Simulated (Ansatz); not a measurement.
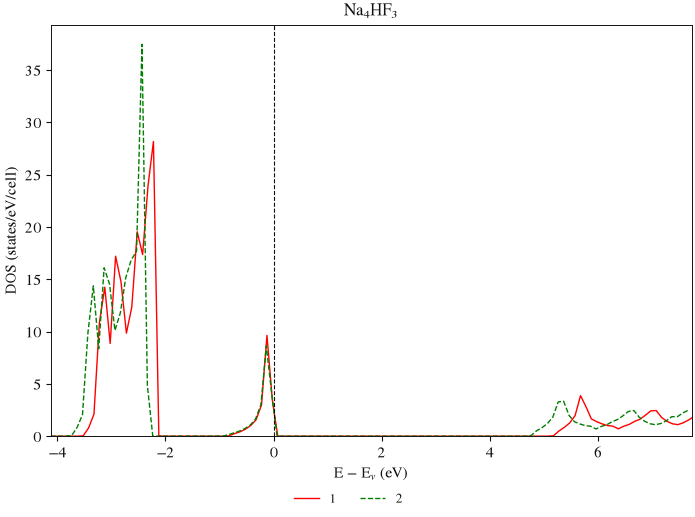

Total densities of states of Na4HF3, space group Pm-3m (No. 221), 8 atoms in the cell, by two methods on the same cell. Each is counted from its own valence-band top.

Question: Which curve is which? The methods: PBE, LDA.

Answer: 1 is PBE; 2 is LDA. PBE gives a gap of 5.16 eV and LDA gives a gap of 4.73 eV.

Settings. PBE: DFT PBE, scalar-relativistic, plane waves, PAW, no spin polarisation, 6×6×6 k mesh, 420 eV cutoff (Ansatz 0.2.0). LDA: DFT LDA, scalar-relativistic, plane waves, PAW, no spin polarisation, 6×6×6 k mesh, 420 eV cutoff (Ansatz).

The structure is an invented one, so it need not be a known or stable phase.
